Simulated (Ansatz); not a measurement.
# NaCl: what the fields show

Input file:

```
crystal:
  lattice:
    - [4.0267341621, 0.0, 0.0]
    - [-2.013367081, 3.4872540787, 0.0]
    - [0.0, 0.0, 6.575634487]
  atoms:
    - { symbol: Na, position: [0.0, 0.0, 0.0] }
    - { symbol: Cl, position: [0.6666666667, 0.3333333333, 0.25] }
    - { symbol: Na, position: [0.3333333333, 0.6666666667, 0.5] }
    - { symbol: Cl, position: [0.6666666667, 0.3333333333, 0.75] }
basis:
  ecutwfc: 420
kpoints:
  mp_grid: { grid: [9, 9, 6] }
hamiltonian:
  xc: pbe
scf:
  occupations: { method: gaussian, width: 0.02 }
output:
  forces: true
  stress: true
  eigenvalues: true
  populations: true
  write_density: true
  write_potential: true
  elf: true
  volumetric_format: npy
relax:
  adjacent_minimum: "off"
  f_tol: 0.01
  max_steps: 45
  cell: { stress_tol: 0.05 }
```

Command:

```sh
ansatz run input.yaml --threads 1 --pin off --max-ram 2560MiB --backend cpu --events-out ev --progress --plain --runs-dir out
```

Below, planes, directions and counts refer to the conventional cell (a = 3.93 Å, b = 3.93 Å, c = 7.08 Å, α = 90.00°, β = 90.00°, γ = 120.00°).

The fields are those of the relaxed geometry.

Space group P6₃/mmc; a generated structure, not necessarily the stable one.

The calculation used Ansatz, DFT PBE, scalar-relativistic, plane waves, PAW.

Core electrons are frozen (PAW), and the valence fields are smoothed inside the atomic spheres.

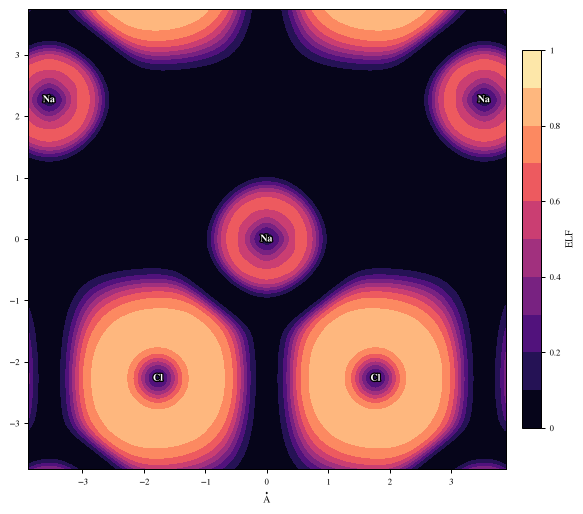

Figure 1. ELF on the (110) plane of the conventional cell.

**Describe what can be read from this map.**

Atoms in the plane: Na and Cl. Na–Cl (2.88 Å): the ELF peaks at about 0.85 in the valence shell of Cl, 0.8 Å from its nucleus, and is about 0.40 at the midpoint (an ionic contact with no shared pair). The features right at Na lie inside the PAW spheres, where the map follows smoothed inner orbitals and isn't to be read closely.

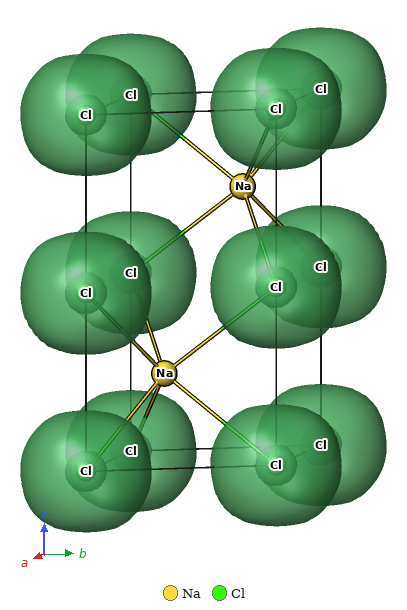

Figure 2. Isosurface of the ELF at 0.7 (green), seen slightly off an axis. Only the valence region is drawn (cores and ρ < 0.01 e/Å³ removed). Sticks mark near contacts.

**What do the ELF domains correspond to?**

At this value the surface marks out two regions wrapped around Cl (the valence shell of each), counted in one cell of 4 atoms. Any copies at cell faces, edges or corners count once.

**Does the calculation give a band gap?**

It is gapped, with a Kohn–Sham gap of 4.4 eV on the k-point mesh (the band edges may lie off the mesh, which would make the gap smaller).
